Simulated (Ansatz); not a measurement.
## GdHO2: density-of-states calculation (part 1 of 2)

The run: density-of-states calculation of GdHO2 (disordered cell, 16 atoms in the cell). Method and program: DFT PBEsol, scalar-relativistic, plane waves, PAW, spin-polarised (Ansatz 0.2.0).

The structure derives from a Materials Project entry. It belongs to a series of runs on one base structure; here: the glass on a finer mesh. Figures and captions count atoms from 1; the log counts them from 0 in places.

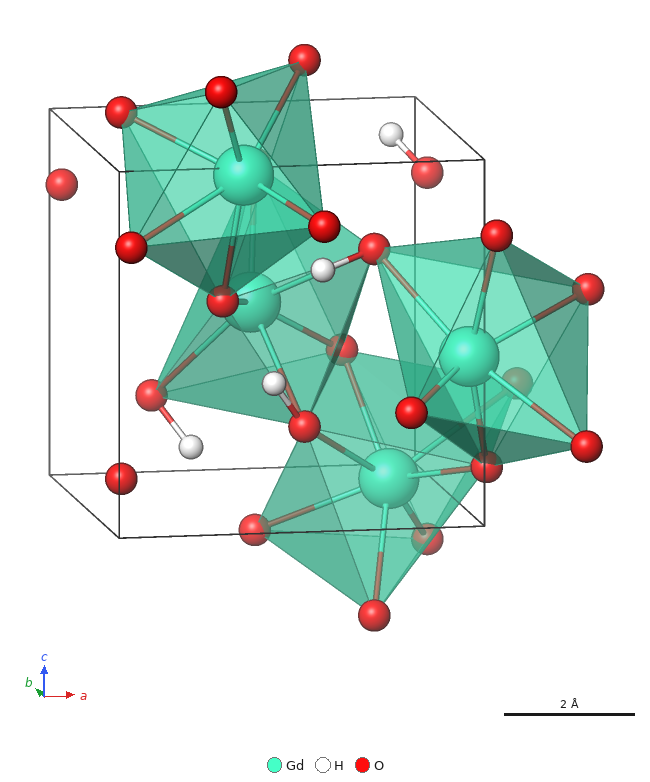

*The structure (polyhedral view of the cell of the calculation, seen slightly off an axis; polyhedra are completed across the faces of the cell). An atom can appear more than once, as a periodic image.*

### Key numbers

- outcome: converged
- electrons treated: 124
- free energy: −41480.6237 eV
- Fermi energy: 10.150 eV
- gap on the k-point mesh: 3.17 eV
- net moment of the cell: 28.00 μB
- integrated absolute moment: 28.03 μB
- pressure: −0.48 GPa
- largest force (length of the vector): 0.415 eV/Å
- hardware: 8 threads of Arm Neoverse N1, 24 GiB of memory available, shared host
- wall time: 44 s (CPU time 5.7 min)
- peak memory: 1.3 GiB

### Notes

The electronic state found may not be the lowest one. Semilocal DFT without U tends to delocalise the f electrons of such compounds and to underestimate the gap.

### Input file
```yaml
crystal:
  lattice:
    - [5.7491702457, 0.0, 0.0]
    - [0.0, 5.7491702457, 0.0]
    - [0.0, 0.0, 5.7491702457]
  atoms:
    - { symbol: Gd, position: [0.4650677885, 0.5519678613, 0.5338853555], spin: 7.38 }
    - { symbol: Gd, position: [0.8371172746, 0.5199129607, 1.046024664], spin: 7.45 }
    - { symbol: Gd, position: [0.963124312, 0.0282188676, 0.4596326154], spin: 7.43 }
    - { symbol: Gd, position: [0.3462041837, 0.0286050704, 0.9743821533], spin: 7.41 }
    - { symbol: H, position: [0.9274837524, 0.9612386695, 0.9055155799] }
    - { symbol: H, position: [0.3218840653, 0.6572582728, 0.1250007054] }
    - { symbol: H, position: [0.594820732, 0.1953633452, 0.6784369155] }
    - { symbol: H, position: [0.4588849632, 0.1812991142, 0.3756386947] }
    - { symbol: O, position: [0.0445486801, 0.2018959063, 0.125663665] }
    - { symbol: O, position: [0.3143189624, 0.1610120331, 0.6084783129] }
    - { symbol: O, position: [0.2274650405, 0.7278772723, 0.2567814504] }
    - { symbol: O, position: [0.7472575042, 0.7213654039, 0.3656670014] }
    - { symbol: O, position: [0.5554779161, 0.2521909326, 0.2431295124] }
    - { symbol: O, position: [0.749155415, 0.2660923519, 0.7187999984] }
    - { symbol: O, position: [1.0013802467, 0.8303437774, 0.8219141501] }
    - { symbol: O, position: [0.4997356792, 0.673326261, 0.8901838183] }
basis:
  ecutwfc: 420
kpoints:
  mp_grid: { grid: [2, 2, 2] }
hamiltonian:
  xc: pbesol
scf:
  occupations: { method: gaussian, width: 0.05 }
  lower_state_search: "off"
  n_extra_bands: 112
output:
  forces: true
  stress: true
  eigenvalues: true
  populations: true
  hubbard: { sites: [{ species: Gd, l: f }] }
  dos: { projected: true, de: 0.05 }
  bader: true
  write_density: true
  write_potential: true
  elf: true
  volumetric_format: npy
magnetization:
  spin_polarized: true
checkpoint:
  read: start.run
  write: ck
  compress: false
  write_wavefunctions: false
  write_every: 100000
```

Launched with:
```bash
ansatz run input.yaml --threads 8 --pin off --max-ram 14336MiB --backend cpu --events-out ev --progress --plain --runs-dir out
```

### The program's output
```
Warning: checkpoint.read: spin seed differs: saved a5e424117e9e…, current 235ad66553ed…; the loaded state replaces the seed-built initial guess (but the starting_ns of a DFT+U solve that opens without the state's occupation matrices), so the run may converge into the producing seed's basin, or, where the symmetry group that follows from this deck's starting moments and starting_ns does not hold the saved magnetisation, lose that magnetisation at its first build. Where atoms have moved since the state was saved, this difference can also decide whether moments are moved with them. A self-consistent run of this deck without the state starts from its starting moments and, under a DFT+U term, its starting_ns
Gd: projections on atomic orbitals take those of the free atom [Kr 4d10] 4f7 5s2 5p6 5d1 6s2, of charge +0.00 (hamiltonian.pseudopotentials.projection_atoms); the dataset's partial waves leave at most 2.5e-4 of an orbital's norm unspanned inside its sphere
scf.n_extra_bands = 112 over 62 filled bands (N_el = 124.0): the run solves 174 bands
Engine: ansatz 0.2.0, aarch64-unknown-linux-gnu
Pseudopotentials: kind: paw
Pseudopotential: Gd, paw, valence charge 18, recommended cutoff 420 eV (normal), Gd.paw.azcp
Pseudopotential: H, paw, valence charge 1, recommended cutoff 420 eV (normal), H.paw.azcp
Pseudopotential: O, paw, valence charge 6, recommended cutoff 420 eV (normal), O.paw.azcp
Functional definition: PBEsol
  exchange = pbesol_x
  correlation = pbesol_c
Crystal: 16 atoms, lattice volume = 190.027 Å³
Basis set: ecut = 420 eV, 3743 PW (Γ), exchange–correlation on 80×80×80 points (8 copies of the dense FFT grid, shifted against one another)
Bands: 174, of which v1, the nominal top of the filled ones, is band 62 counted from 1 (61 counted from 0)
Symmetry: 1 space group operations
Space group: P1 (ITA 1), of the structure as read, at distance tolerance 5.7e-5 Å
Magnetic group: BNS 1.1 (UNI 1), of the structure as read, at distance tolerance 5.7e-5 Å
k-points: 8
Non-local potential: Gd, projectors of the file, l = 0: 3, l = 1: 2, l = 2: 2, l = 3: 3
Non-local potential: H, projectors of the file, l = 0: 2, l = 1: 1
Non-local potential: O, projectors of the file, l = 0: 2, l = 1: 2, l = 2: 1
PAW form: soft (Blöchl's): semilocal exchange-correlation on the pseudo side does not see the compensation charge
PAW frozen core: Gd, regenerated for the run's functional, and the local potential with it (the file was generated under x = pbe(κ = 0.804, μ = 0.2195149727645171), c = pbe(β = 0.06672455060314922))
PAW frozen core: O, regenerated for the run's functional, and the local potential with it (the file was generated under x = pbe(κ = 0.804, μ = 0.2195149727645171), c = pbe(β = 0.06672455060314922))
PAW one-centre angular grid: Gd, 590 points (default); XC on 64 Gauss nodes
PAW one-centre angular grid: H, 110 points (default); XC on 64 Gauss nodes
PAW one-centre angular grid: O, 110 points (default); XC on 64 Gauss nodes
Initial density: read from a saved state, or passed on in memory by an earlier SCF of this step, an earlier step, the calling program or the single point that the run made first
Starting moments: Σ|m| = 29.67 μB on 4 of 16 sites; this step starts from the density that it was given
Initial wavefunctions: pseudopotential atomic-orbital guess
Functional: x = pbesol(κ = 0.804, μ = 0.12345679012345678), c = pbesol(β = 0.046)
iter 1 solved again at ethr=2.29e-5 eV; its pass at ethr=3.10e-3 eV (dr2=2.84e-2 eV) is discarded
SCF iter   1: F=—  HF=-41480.628571 eV  |F-HF|=—  |Δ(HF+E_count)|=         —  Δρ=2.30e-3 (↑2.30e-3 ↓2.08e-3)  dr2=2.83e-2  dr2_m=6.18e-4  M=28.000 μB ∫|m|=28.031 μB  β_m=0.30  ethr=2.29e-5  ⟨swp⟩=5.1  Hψ=18941  notcnv=0
preconditioner: auto → Resta (q_TF=auto, 2.541 Å⁻¹)  ε∞=2.4  [insulator: Δε(μ)=3.157 eV  Ē_g=24.953 eV  σ=0.050 eV  W_gap=1.00  n_scr=56 (ndim 8)  ℏωp=29.0 eV  f_vac=0.078  D(μ)=0.00/eV (n_scr^D=0)  ε∞_Penn≈2.4]
spin=Collinear: Resta preconditioning applied to the charge; magnetization (m = ρ↑ − ρ↓) channel mixes plain (no charge-response kernel on spin).
SCF iter   2: F=—  HF=-41480.623903 eV  |F-HF|=—  |Δ(HF+E_count)|=   4.67e-3  Δρ=1.36e-3 (↑1.36e-3 ↓1.13e-3)  dr2=7.08e-3  dr2_m=3.69e-4  M=28.000 μB ∫|m|=28.031 μB  β_m=0.41  ethr=2.28e-5  ⟨swp⟩=1.0  Hψ=2784  notcnv=0
SCF iter   3: F=—  HF=-41480.623427 eV  |F-HF|=—  |Δ(HF+E_count)|=   4.76e-4  Δρ=6.37e-4 (↑6.37e-4 ↓5.50e-4)  dr2=1.68e-3  dr2_m=1.12e-4  M=28.000 μB ∫|m|=28.030 μB  β_m=0.55  ethr=5.71e-6  ⟨swp⟩=1.0  Hψ=2784  notcnv=0
SCF iter   4: F=—  HF=-41480.623684 eV  |F-HF|=—  |Δ(HF+E_count)|=   2.57e-4  Δρ=1.90e-4 (↑1.90e-4 ↓1.39e-4)  dr2=1.87e-4  dr2_m=5.39e-6  M=28.000 μB ∫|m|=28.029 μB  β_m=0.52  ethr=1.35e-6  ⟨swp⟩=2.0  Hψ=3599  notcnv=0
SCF iter   5: F=—  HF=-41480.623702 eV  |F-HF|=—  |Δ(HF+E_count)|=   1.75e-5  Δρ=8.85e-5 (↑6.90e-5 ↓8.85e-5)  dr2=2.99e-5  dr2_m=1.58e-6  M=28.000 μB ∫|m|=28.029 μB  β_m=0.69  ethr=1.50e-7  ⟨swp⟩=2.0  Hψ=3518  notcnv=0
SCF iter   6: F=—  HF=-41480.623722 eV  |F-HF|=—  |Δ(HF+E_count)|=   2.06e-5  Δρ=4.72e-5 (↑4.72e-5 ↓3.35e-5)  dr2=9.49e-6  dr2_m=1.50e-7  M=28.000 μB ∫|m|=28.028 μB  β_m=0.60  ethr=2.41e-8  ⟨swp⟩=2.1  Hψ=3374  notcnv=0
SCF iter   7: F=—  HF=-41480.623723 eV  |F-HF|=—  |Δ(HF+E_count)|=   3.64e-7  Δρ=9.40e-6 (↑7.92e-6 ↓9.40e-6)  dr2=4.67e-7  dr2_m=2.71e-8  M=28.000 μB ∫|m|=28.028 μB  β_m=0.69  ethr=7.65e-9  ⟨swp⟩=2.6  Hψ=3548  notcnv=0
SCF iter   8: F=—  HF=-41480.623723 eV  |F-HF|=—  |Δ(HF+E_count)|=   6.80e-7  Δρ=5.11e-6 (↑5.11e-6 ↓4.93e-6)  dr2=1.72e-7  dr2_m=1.76e-9  M=28.000 μB ∫|m|=28.028 μB  β_m=0.64  ethr=8.06e-11  ⟨swp⟩=10.7  Hψ=14400  notcnv=0
SCF iter   9: F=-41480.623723 eV  HF=-41480.623723 eV  |F-HF|=1.64e-8  |Δ(HF+E_count)|=   4.71e-8  Δρ=1.84e-6 (↑1.68e-6 ↓1.84e-6)  dr2=2.23e-8  dr2_m=4.20e-10  M=28.000 μB ∫|m|=28.028 μB  ethr=8.06e-11  ⟨swp⟩=7.6  Hψ=11104  notcnv=0
SCF 1 converged in 9 iterations: F = -41480.623723 eV  dr2 = 2.23e-8
  greatest PAW one-centre occupation: 0.999 electrons in one spin orbital (limit 2), on the Gd atom at site 3 (counted from 0), in its partial waves of l = 0
```

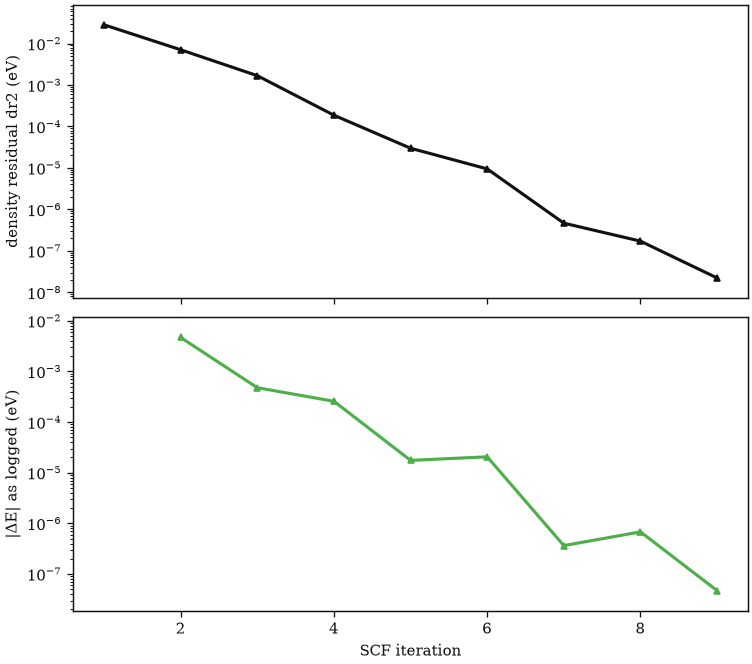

*Convergence of the self-consistent field: density residual dr2 and size of the energy change against the SCF iteration.*

The residual falls at every step.

```
SCF converged after 9 iterations
Magnetization: 28.0000 μB (76.0000 up, 48.0000 down)
Absolute magnetization: 28.0310 μB (∫|ρ↑−ρ↓|, with the PAW one-centre terms)
Spin contamination: 0.0274 ħ² per cell (⟨S²⟩ above its minimum at these occupations)
Per-site moments (μB) at R_I (Å): [(6.710656173334427, 0.8765820734719038), (6.771424849152907, 0.9200355186223408), (6.760359951656821, 0.9133600505842958), (6.739972756404668, 0.8996579124078684), (0.00040048493212645203, 0.4078992423475135), (0.00019575186942185437, 0.4193535130140616), (0.000309377725956933, 0.41383732084427605), (0.00018294528773102556, 0.42366575501806225), (0.0101617513022517, 0.8218149052962258), (0.0005196707982303019, 0.6517409548404653), (0.00048442038455394885, 0.4193535130140616), (0.006055736230510103, 0.8765820734719038), (0.00133145494473572, 0.42366575501806225), (0.00021522176071914428, 0.41383732084427605), (0.002276968617798131, 0.4078992423475135), (0.0044742551497628565, 0.6996156086893421)]
Free energy (F): -41480.623723 eV
Harris-Foulkes:  -41480.623723 eV  (|F-HF|=1.64e-8)
Internal energy: -41480.623723 eV  (E = F + TS)
E sigma→0 (E₀):  -41480.623723 eV
Fermi energy:    10.150449 eV
--- Per-component energies (eV) ---
  E_band       = -140.118602
  E_kinetic    = 3075.851186
  E_local      = -11390.330767  (includes V_loc(G=0)·N_el)
  E_nonlocal   = 1561.184919
  E_hartree    = 4568.970696
  E_xc         = -1551.255401
  E_vxc        = -1811.959327  (∫ρ·V_xc dr)
  E_paw        = -26609.702625  (= ΣΔE_a)
  E_vpaw       = -712.820792  (= ΣTr[D̂ρ^β])
  E_aug_tail   = 0.015051  (compensation charges beyond the density's cutoff)
  E_ewald      = -11138.283768
  E_core_change = 2.926987  (= ΣΔE_core)
  E_smearing   = -0.000000  (= −TS)
  E_closure    = -0.000000  (closes the sum)
  Σ components = -41480.623723   (vs F -41480.623723, Δ=0.00e0)
--- Forces (eV/Å), atoms counted from 1 ---
  atom   1  Gd    -0.24554373     0.20812092     0.11391255
  atom   2  Gd     0.02014870     0.11519021     0.11106540
  atom   3  Gd    -0.17548572    -0.16015706    -0.33641113
  atom   4  Gd     0.16865843     0.09001770    -0.13980838
  atom   5  H     -0.12943487     0.18170389     0.14791489
  atom   6  H      0.01996443    -0.07907778    -0.00433760
  atom   7  H     -0.11870625    -0.12067341    -0.08844260
  atom   8  H      0.01001091    -0.07441674    -0.05488602
  atom   9  O      0.05349401     0.07002090     0.28139807
  atom  10  O      0.07095246     0.12363228     0.12739346
  atom  11  O     -0.20726797    -0.03934633     0.17943545
  atom  12  O      0.03864357     0.00644219    -0.26263445
  atom  13  O      0.41098910    -0.04364276    -0.03700380
  atom  14  O      0.06111014    -0.00440469    -0.12445363
  atom  15  O      0.09730894    -0.30622614     0.03336447
  atom  16  O     -0.07480939     0.03281866     0.05346852
  max |Σ_I F_I| component: 3.27e-5 eV/Å
--- Stress (GPa, compression-positive) ---
        1.168546      -0.603067      -0.670790
       -0.603067      -3.308958      -0.949010
       -0.670789      -0.949010       0.712050
  P = ⅓ Tr σ = -0.4761 GPa (-4.761 kbar)
--- Band table (eV; the first three rows and the last of 16) ---
  k-point 0 ↑: bands = ["-33.7784", "-33.7523", "-33.7344", "-33.6885", "-12.3026", "-12.2348", "-12.0472", "-11.7675", "-11.6149", "-11.5277", "-11.4197", "-11.3538", "-11.2863", "-11.1944", "-11.1775", "-11.1169", "-9.4949", "-9.0461", "-8.6043", "-8.3869", "-6.8779", "-6.6326", "-5.9228", "-5.7085", "2.4977", "2.7691", "3.1194", "3.2859", "5.3170", "5.4846", "5.5459", "5.7710", "5.8465", "5.9641", "6.1125", "6.2117", "6.2207", "6.2556", "6.3180", "6.4085",
      "6.4494", "6.4652", "6.5141", "6.5642", "6.5869", "6.6651", "6.6938", "6.7236", "6.7728", "6.7786", "6.7848", "6.7904", "6.8022", "6.8192", "6.8382", "6.8476", "6.8535", "6.8697", "6.8863", "6.9400", "6.9665", "7.0153", "7.0599", "7.1742", "7.2561", "7.4609", "7.4917", "7.6266", "7.6726", "7.8719", "7.9379", "7.9735", "8.1382", "8.2786", "8.4539", "8.5165", "12.3606", "13.9336", "14.1190", "14.1896",
      "14.3121", "14.5299", "14.6251", "14.9311", "14.9882", "15.2570", "15.4778", "15.6455", "15.9993", "16.2931", "16.5949", "16.8098", "16.8782", "17.2580", "17.5432", "17.8689", "18.3270", "18.4814", "19.0423", "19.2218", "19.3158", "19.8895", "20.1523", "20.7155", "21.0156", "21.3931", "21.5986", "21.9914", "22.0855", "22.5807", "22.9158", "23.3829", "23.7758", "24.1014", "24.3682", "24.6893", "25.0795", "25.3841", "26.2168", "26.6843",
      "26.7886", "27.2735", "27.5615", "28.0840", "28.5160", "29.0429", "29.1961", "29.3222", "29.6256", "30.0917", "30.1701", "30.4596", "30.6678", "31.1091", "31.4173", "31.7211", "32.1411", "32.5076", "32.7707", "33.0811", "33.3994", "33.5252", "33.6814", "33.8337", "34.2541", "34.6605", "34.8418", "34.9909", "35.1469", "35.3209", "35.7314", "36.1429", "36.3973", "36.7574", "36.9787", "37.2912", "37.5549", "37.7839", "37.8398", "38.2052",
      "38.4899", "38.6887", "39.0784", "39.3073", "39.5231", "39.6218", "39.8671", "40.2845", "40.4773", "40.6653", "40.9517", "41.3147", "41.3749", "41.8229"]
```
